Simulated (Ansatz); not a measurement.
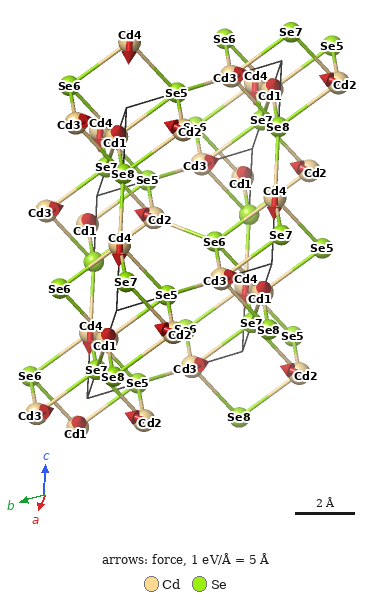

Starting geometry of crystalline CdSe (a generated structure, set up in I-43m) (coarse preliminary run) with the computed forces as red arrows. A ball-and-stick model of the cell of the calculation, seen from a free direction.

Computed with DFT PBE, scalar-relativistic, plane waves, PAW in Ansatz. Settings: plane-wave cutoff 420 eV; k-point mesh 4 × 4 × 4; occupations gaussian; smearing width 0.1 eV; no spin polarisation; cell and atoms relaxed; force threshold 0.04 eV/Å; at most 70 steps.

### Is this structure relaxed? If not, where do the atoms go?

It isn't relaxed: the largest force vector, on Cd atoms, is 0.16 eV/Å. The atoms end up moving mostly along the starting forces (cosine between the two patterns 0.99). After 3 accepted moves (4 points after the start) the energy has fallen by 91.7 meV per atom. The largest force component goes from 0.091 to 0.02 eV/Å. Pressure: 6.64 GPa at the start and 0.03 GPa at the end. At 1 point the geometry stayed and the basis and grid were re-selected for the new cell (energy shift of 0.6 meV per atom at most each time). The largest moves relative to the cell, 0.040 Å, are those of Cd1, Cd2, Cd3 and Cd4. Cd2 goes along [1 1 1]. Largest moves by element: Cd 0.040 Å, Se 0.009 Å. The volume changes by +15.0 %, with a = b = c 6.990 → 7.324 Å (+4.8 %). Near-neighbour distances that change, for instance: Cd1–Se7 2.442 → 2.590 Å, Cd1–Se5 2.626 → 2.733 Å. The space group stays I-43m (No. 217).
